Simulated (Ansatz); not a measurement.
# Run report: BN, geometry relaxation (part 2 of 3)

BN (slab, 12 atoms in the cell); DFT PBEsol, scalar-relativistic, plane waves, PAW, no spin polarisation (Ansatz 0.2.0); cutoff 420 eV, 8×7×1 k-mesh, Gaussian smearing of 0.05 eV. The structure derives from a Materials Project entry. The input holds or restrains some coordinates. Forces given for the steps count only the free coordinates. It belongs to a series of runs on one base structure; here: clean slab, lower half held.

Geometry of the input (Å; fractional positions):
```
3.7698  0.0000  0.0000
-1.6635  4.0057  0.0000
0.0000  0.0000  23.2605
B  0.0011  0.5004  0.3654
N  0.0016  0.1672  0.3654
B  0.0011  0.0004  0.4193
N  0.0016  0.6672  0.4193
B  0.0011  0.5004  0.4731
N  0.0016  0.1672  0.4731
B  0.0011  0.0004  0.5269
N  0.0016  0.6672  0.5269
B  0.0011  0.5004  0.5807
N  0.0016  0.1672  0.5807
B  0.0011  0.0004  0.6346
N  0.0016  0.6672  0.6346
```

## Output, continued
```
SCF iter   1: F=—  HF=-3194.370881 eV  |F-HF|=—  |Δ(HF+E_count)|=         —  Δρ=3.06e-3  dr2=2.28e-2  ethr=5.08e-4  p=-0.071 e·Å  D=-3.68e-2 V/Å  ΔV_dip=0.86 eV  dr2_dipole=1.76e-4  V_vac-E_F(+/−)=6.42/5.56 eV  ⟨swp⟩=3.1  Hψ=2454  notcnv=0  defer=177
efield: sawtooth ramp at fractional position 0.9800 (handed on by an earlier solve), width 0.0400; the density the first Hamiltonian is built on has a dipole p = -0.071 e·Å; the dipole correction subtracts the counter field D = -3.68e-2 V/Å, which shifts the + side's vacuum level by +0.86 eV against the − side's; the planar-averaged density in the ramp window peaks in size at 2.5e-7 e/Å³
preconditioner: auto → Resta (q_TF=auto, 1.958 Å⁻¹)  ε∞=2.1  [insulator: Δε(μ)=1.181 eV  Ē_g=13.312 eV  σ=0.050 eV  W_gap=1.00  n_scr=48 (ndim 8)  ℏωp=13.7 eV  f_vac=0.606  D(μ)=0.00/eV (n_scr^D=0)  ε∞_Penn≈2.1  vacuum switching on, ρ_ref=1.3e-2 e/Å³]
SCF iter   2: F=—  HF=-3194.365086 eV  |F-HF|=—  |Δ(HF+E_count)|=   5.80e-3  Δρ=1.44e-3  dr2=3.95e-3  ethr=4.74e-5  p=-0.079 e·Å  D=-4.05e-2 V/Å  ΔV_dip=0.94 eV  dr2_dipole=5.92e-6  V_vac-E_F(+/−)=6.50/5.56 eV  ⟨swp⟩=2.1  Hψ=1961  notcnv=0  defer=178
SCF iter   3: F=—  HF=-3194.364609 eV  |F-HF|=—  |Δ(HF+E_count)|=   4.77e-4  Δρ=6.86e-4  dr2=1.11e-3  ethr=8.23e-6  p=-0.077 e·Å  D=-3.99e-2 V/Å  ΔV_dip=0.93 eV  dr2_dipole=5.59e-5  V_vac-E_F(+/−)=6.49/5.56 eV  ⟨swp⟩=2.0  Hψ=1426  notcnv=0  defer=178
SCF iter   4: F=—  HF=-3194.364465 eV  |F-HF|=—  |Δ(HF+E_count)|=   1.44e-4  Δρ=1.39e-4  dr2=4.88e-5  ethr=2.31e-6  p=-0.081 e·Å  D=-4.19e-2 V/Å  ΔV_dip=0.98 eV  dr2_dipole=4.19e-6  V_vac-E_F(+/−)=6.54/5.56 eV  ⟨swp⟩=2.0  Hψ=1420  notcnv=0  defer=178
SCF iter   5: F=-3194.364472 eV  HF=-3194.364472 eV  |F-HF|=1.23e-8  |Δ(HF+E_count)|=   7.13e-6  Δρ=4.12e-5  dr2=5.78e-6  ethr=1.54e-8  p=-0.080 e·Å  D=-4.14e-2 V/Å  ΔV_dip=0.96 eV  dr2_dipole=4.53e-7  V_vac-E_F(+/−)=6.53/5.56 eV  ⟨swp⟩=22.0  Hψ=11684  notcnv=0
SCF 5 converged in 5 iterations: F = -3194.364472 eV  dr2 = 5.78e-6
  greatest PAW one-centre occupation: 0.808 electrons in one spin orbital (limit 2), on the N atom at site 11 (counted from 0), in its partial waves of l = 0
relax step   5: F+E_penalty+E_count = -3194.36447171 eV  Δ(F+E_penalty+E_count) = -6.460e-3 eV  max|allowed force component| = 1.393e-1 eV/Å  Δτ_max = 0.0379 Å  (5 SCF iters, dr2 threshold 7.39e-6 eV, accepted)
SCF iter   1: F=—  HF=-3194.365667 eV  |F-HF|=—  |Δ(HF+E_count)|=         —  Δρ=8.43e-4  dr2=1.42e-3  ethr=3.70e-5  p=-0.080 e·Å  D=-4.14e-2 V/Å  ΔV_dip=0.96 eV  dr2_dipole=2.83e-5  V_vac-E_F(+/−)=6.53/5.56 eV  ⟨swp⟩=2.8  Hψ=2413  notcnv=0  defer=167
efield: sawtooth ramp at fractional position 0.9800 (handed on by an earlier solve), width 0.0400; the density the first Hamiltonian is built on has a dipole p = -0.080 e·Å; the dipole correction subtracts the counter field D = -4.14e-2 V/Å, which shifts the + side's vacuum level by +0.96 eV against the − side's; the planar-averaged density in the ramp window peaks in size at 2.6e-7 e/Å³
preconditioner: auto → Resta (q_TF=auto, 1.958 Å⁻¹)  ε∞=2.1  [insulator: Δε(μ)=1.179 eV  Ē_g=13.317 eV  σ=0.050 eV  W_gap=1.00  n_scr=48 (ndim 8)  ℏωp=13.7 eV  f_vac=0.606  D(μ)=0.00/eV (n_scr^D=0)  ε∞_Penn≈2.1  vacuum switching on, ρ_ref=1.3e-2 e/Å³]
SCF iter   2: F=—  HF=-3194.365342 eV  |F-HF|=—  |Δ(HF+E_count)|=   3.24e-4  Δρ=4.09e-4  dr2=3.05e-4  ethr=2.96e-6  p=-0.078 e·Å  D=-4.00e-2 V/Å  ΔV_dip=0.93 eV  dr2_dipole=3.46e-6  V_vac-E_F(+/−)=6.49/5.56 eV  ⟨swp⟩=2.0  Hψ=1801  notcnv=0  defer=167
SCF iter   3: F=—  HF=-3194.365420 eV  |F-HF|=—  |Δ(HF+E_count)|=   7.76e-5  Δρ=2.00e-4  dr2=8.74e-5  ethr=6.36e-7  p=-0.079 e·Å  D=-4.05e-2 V/Å  ΔV_dip=0.94 eV  dr2_dipole=4.02e-6  V_vac-E_F(+/−)=6.50/5.56 eV  ⟨swp⟩=2.0  Hψ=1422  notcnv=0  defer=167
SCF iter   4: F=—  HF=-3194.365404 eV  |F-HF|=—  |Δ(HF+E_count)|=   1.56e-5  Δρ=2.72e-5  dr2=1.70e-6  ethr=1.82e-7  p=-0.078 e·Å  D=-4.01e-2 V/Å  ΔV_dip=0.93 eV  dr2_dipole=8.52e-8  V_vac-E_F(+/−)=6.49/5.56 eV  ⟨swp⟩=2.0  Hψ=1416  notcnv=0  defer=167
SCF iter   5: F=-3194.365404 eV  HF=-3194.365404 eV  |F-HF|=3.12e-7  |Δ(HF+E_count)|=   2.13e-7  Δρ=1.29e-5  dr2=5.81e-7  ethr=2.53e-9  p=-0.078 e·Å  D=-4.01e-2 V/Å  ΔV_dip=0.93 eV  dr2_dipole=7.79e-9  V_vac-E_F(+/−)=6.50/5.56 eV  ⟨swp⟩=17.8  Hψ=9156  notcnv=0
SCF 6 converged in 5 iterations: F = -3194.365404 eV  dr2 = 5.81e-7
relax step   6: F+E_penalty+E_count = -3194.36540411 eV  Δ(F+E_penalty+E_count) = -9.324e-4 eV  max|allowed force component| = 1.472e-2 eV/Å  Δτ_max = 0.0104 Å  (5 SCF iters, dr2 threshold 1.21e-6 eV, accepted)
iter 1 solved again at ethr=1.20e-9 eV; its pass at ethr=3.10e-3 eV (dr2=5.76e-7 eV) is discarded
SCF iter   1: F=—  HF=-3194.365364 eV  |F-HF|=—  |Δ(HF+E_count)|=         —  Δρ=1.28e-5  dr2=5.76e-7  ethr=1.20e-9  p=-0.078 e·Å  D=-4.01e-2 V/Å  ΔV_dip=0.93 eV  dr2_dipole=7.89e-9  V_vac-E_F(+/−)=6.50/5.56 eV  ⟨swp⟩=1.0  Hψ=2784  notcnv=0
efield: sawtooth ramp at fractional position 0.9800 (handed on by an earlier solve), width 0.0400; the density the first Hamiltonian is built on has a dipole p = -0.078 e·Å; the dipole correction subtracts the counter field D = -4.01e-2 V/Å, which shifts the + side's vacuum level by +0.93 eV against the − side's; the planar-averaged density in the ramp window peaks in size at 2.6e-7 e/Å³
preconditioner: auto → Resta (q_TF=auto, 1.958 Å⁻¹)  ε∞=2.1  [insulator: Δε(μ)=1.181 eV  Ē_g=13.315 eV  σ=0.050 eV  W_gap=1.00  n_scr=48 (ndim 8)  ℏωp=13.7 eV  f_vac=0.606  D(μ)=0.00/eV (n_scr^D=0)  ε∞_Penn≈2.1  vacuum switching on, ρ_ref=1.3e-2 e/Å³]
SCF iter   2: F=—  HF=-3194.365404 eV  |F-HF|=—  |Δ(HF+E_count)|=   4.04e-5  Δρ=8.51e-6  dr2=2.79e-7  ethr=1.20e-9  p=-0.078 e·Å  D=-4.01e-2 V/Å  ΔV_dip=0.93 eV  dr2_dipole=8.34e-10  V_vac-E_F(+/−)=6.50/5.56 eV  ⟨swp⟩=2.0  Hψ=1413  notcnv=0
SCF iter   3: F=-3194.365404 eV  HF=-3194.365404 eV  |F-HF|=1.35e-8  |Δ(HF+E_count)|=   2.96e-8  Δρ=3.64e-6  dr2=3.26e-8  ethr=2.08e-10  p=-0.078 e·Å  D=-4.01e-2 V/Å  ΔV_dip=0.93 eV  dr2_dipole=4.72e-13  V_vac-E_F(+/−)=6.50/5.56 eV  ⟨swp⟩=8.0  Hψ=7099  notcnv=0
SCF 7 converged in 3 iterations: F = -3194.365404 eV  dr2 = 3.26e-8
relax step   7: F+E_penalty+E_count = -3194.36540441 eV  Δ(F+E_penalty+E_count) = -3.009e-7 eV  max|allowed force component| = 1.497e-2 eV/Å  Δτ_max = 0.0000 Å  (3 SCF iters, accepted)
```

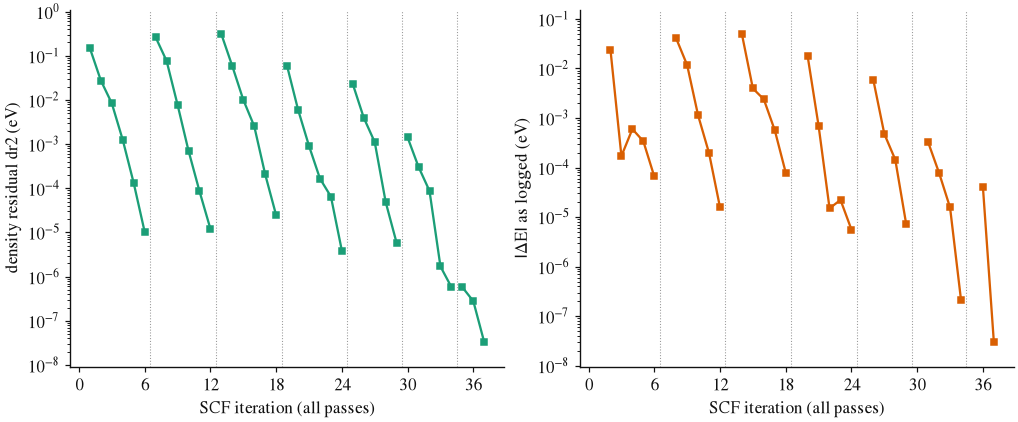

Convergence of the self-consistent field: density residual dr2 and size of the energy change against the SCF iteration. The dotted lines part the SCF passes of the relaxation: geometry steps, rejected trials and re-solves on a re-selected basis. The 7 passes take 3 to 6 iterations each, 37 in all.

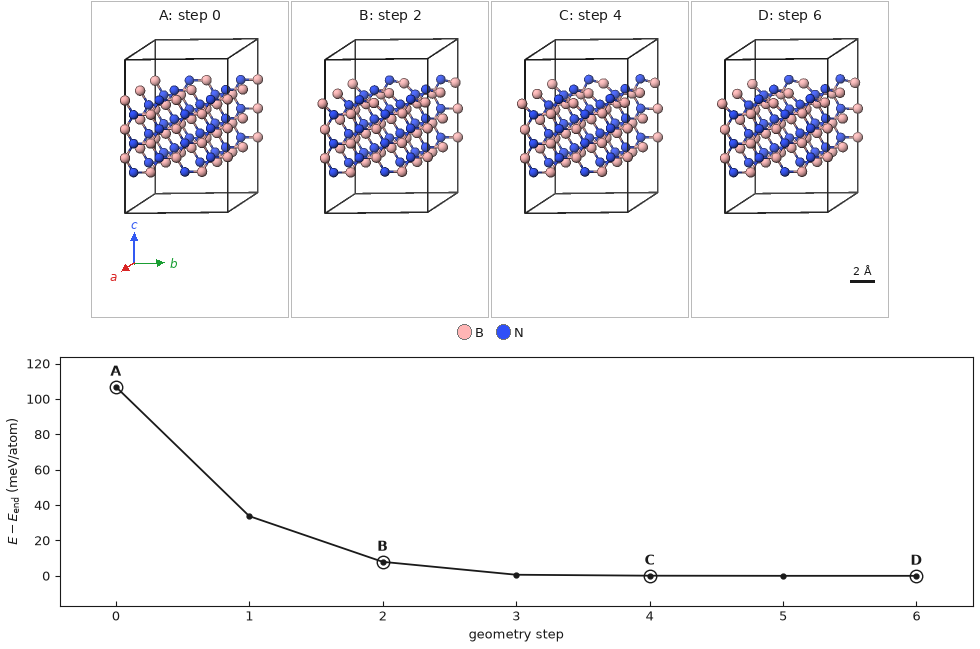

Frames of the restrained relaxation (ball-and-stick view of the 2 × 2 repeat of the cell, with the vacuum cut short, seen slightly off an axis) above the curves, on which the letters mark them (the first geometry is step 0 here and step 1 in the log).

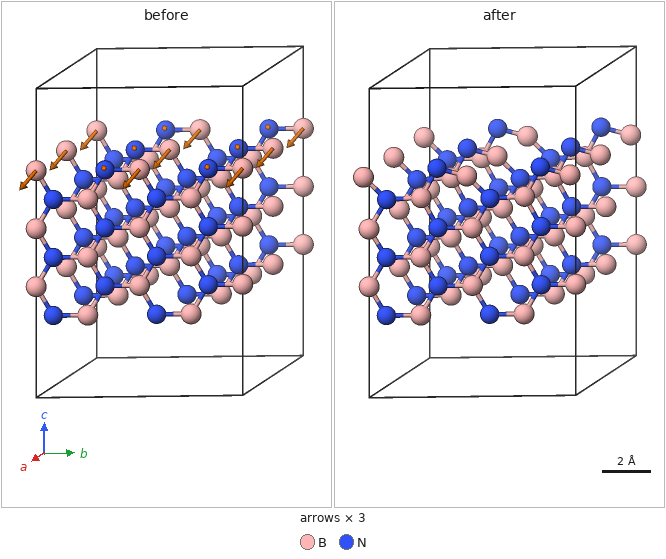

Before (left) and after (right) the restrained relaxation, at one scale (ball-and-stick view of the 2 × 2 repeat of the cell, with the vacuum cut short, seen slightly off an axis). The orange arrows give the displacements, magnified 3 times. After 6 geometry steps the energy has fallen by 107 meV per atom. The largest force component goes from 5.9 to 0.015 eV/Å. The largest move is that of B11, 0.37 Å. By element the largest moves are B 0.37 Å, N 0.09 Å. The lattice vectors keep their values. Among the contacts that change: B11–N12 1.446 → 1.301 Å, N10–B11 1.446 → 1.379 Å, N8–B9 1.446 → 1.486 Å, B9–N12 1.446 → 1.427 Å. Among the angles that change: N10–B11–N12 120.0° → 150.8°, B9–N12–B11 120.0° → 101.7°, B7–N10–B11 120.0° → 104.8°. (Atoms are counted from 1 in the order of the input.)

```
WARN: The output density's exchange-correlation potential varies sharply where the density is thin. Do not read a vacuum level from v_tot or v_xc, or from such a field of the output density. On a cell that repeats whose density bears no net charge and no dipole along the vacuum's axis use v_es (v_loc + v_h of the components); under efield.dipole_correction with no amplitude use v_es + v_field, which holds any external_charges[].barrier, or the levels of the report's work_function block, which leave it out; under a non-zero efield.amplitude the vacuum is tilted and has no level; on a cell that repeats and bears such a dipole with no correction it is tilted too, and efield.dipole_correction with no amplitude gives each side of its ramp a level where efield: is served; in a cell that repeats whose density bears a net charge (total_charge, or a fill off its count) it is curved and has none; of a slab under crystal.periodic whose density bears no net charge use v_es, which has a level on each side, short of where the two are joined; of another it falls or rises all the way out and has none; of a slab beside external_charges read slab_vacuum_level instead, which it has where they leave it neutral. The grid or the basis barely resolves most such structure, and the values can differ between equally converged runs; as a rule a tighter scf.convergence.dr2_threshold does not remove it. Where the density itself ripples (under the LDA too) a higher basis.ecutwfc lessens it. The files hold the spikes' plane waves up to the density's cutoff. Files: v_tot_of_output_density and the like, and their columns of v_z.tsv (output.write_potential); v_xc_of_output_density and the like, and their columns of v_comp_z.tsv (output.write_potential_components). Measured: with its Gaussian average of σ = 0.25 Å subtracted twice, the exchange-correlation potential is over 0.1 eV at 121 of the grid points where the equally averaged density (valence and model cores) is under 1e-3 e/Å³, and 0.246 eV at the most among them, at an averaged density of 2.3e-7 e/Å³. The input density's (outcome.potential() and, of a run that writes arrays, v_tot and v_xc) is over 0.1 eV, so measured, at 89 points of its own thin density, 0.266 eV at the most. See output.write_potential in the manual, Limitations
SCF converged after 3 iterations
Free energy (F): -3194.365404 eV
Harris-Foulkes:  -3194.365404 eV  (|F-HF|=1.35e-8)
Internal energy: -3194.365404 eV  (E = F + TS)
E sigma→0 (E₀):  -3194.365404 eV
Fermi energy:    -2.397104 eV
Dipole field:    D = -0.040127 V/Å  (p = -0.077892 e·Å, saw-weighted, corrected)
Work function:   Φ+ = 6.4962 eV   Φ− = 5.5628 eV
Levels:          The Fermi level and band energies are counted from a zero that moves with the ramp; work functions are not
--- Per-component energies (eV) ---
  E_band       = -484.976521
  E_kinetic    = 1077.020752
  E_local      = -26781.448947  (includes V_loc(G=0)·N_el)
  E_nonlocal   = 349.268676
  E_hartree    = 12839.135889
  E_xc         = -539.860336
  E_vxc        = -672.038155  (∫ρ·V_xc dr)
  E_paw        = -1191.969979  (= ΣΔE_a)
  E_vpaw       = -136.041288  (= ΣTr[D̂ρ^β])
  E_aug_tail   = 0.000571  (compensation charges beyond the density's cutoff)
  E_efield     = 0.001563  (sawtooth field / dipole correction)
  E_vefield    = -0.010847  (∫n·V_field dr)
  E_ewald      = 11053.229547
  E_core_change = 0.256859  (= ΣΔE_core)
  E_smearing   = -0.000000  (= −TS)
  E_closure    = 0.000000  (closes the sum)
  Σ components = -3194.365404   (vs F -3194.365404, Δ=0.00e0)
--- Forces (eV/Å), atoms counted from 1 ---
  atom   1  B      2.35337624    -5.91042260     3.64569117
  atom   2  N     -1.77622851     4.35300925    -1.12139326
  atom   3  B     -0.25886677     0.83665956    -1.19483638
  atom   4  N     -0.43713855     1.04693566    -1.62766614
  atom   5  B      0.26172066    -0.63394598     0.36915245
  atom   6  N     -0.14163041     0.30056909    -0.05952307
  atom   7  B     -0.00075150     0.00033500    -0.00053147
  atom   8  N     -0.00071964     0.00290823    -0.00614193
  atom   9  B     -0.00029820     0.00142911    -0.01496886
  atom  10  N      0.00341966    -0.00387351     0.01355970
  atom  11  B     -0.00700090     0.01466715    -0.00909872
  atom  12  N      0.00427138    -0.00839672     0.00562750
  max |Σ_I F_I| component: 1.53e-4 eV/Å
--- Band table (eV; the first three rows and the last of 29) ---
  k-point 0: bands = ["-20.9876", "-19.9943", "-18.4026", "-17.9071", "-17.4778", "-16.5842", "-12.2255", "-11.2569", "-10.9073", "-10.2041", "-9.4702", "-9.0698", "-7.7926", "-7.7216", "-7.5583", "-6.4392", "-6.3842", "-5.9647", "-4.7357", "-4.3205", "-4.2365", "-3.8243", "-3.3286", "-2.9871", "-1.1638", "0.7712", "0.9851", "1.0624", "1.6309", "2.2774", "2.9832", "3.6459", "3.7935", "3.8582", "4.1546", "5.1643"]
  k-point 1: bands = ["-20.8885", "-19.9142", "-18.4010", "-18.1512", "-17.5628", "-16.6703", "-11.8922", "-11.2792", "-11.1030", "-10.0586", "-9.1747", "-9.0695", "-7.8641", "-7.5904", "-7.4802", "-6.4297", "-6.3553", "-6.1129", "-4.7509", "-4.6428", "-4.2666", "-3.8620", "-3.5953", "-3.1236", "-1.2594", "1.0856", "1.3005", "1.3588", "1.7273", "2.3942", "3.1577", "3.5652", "3.7169", "4.0489", "4.3343", "5.3394"]
```
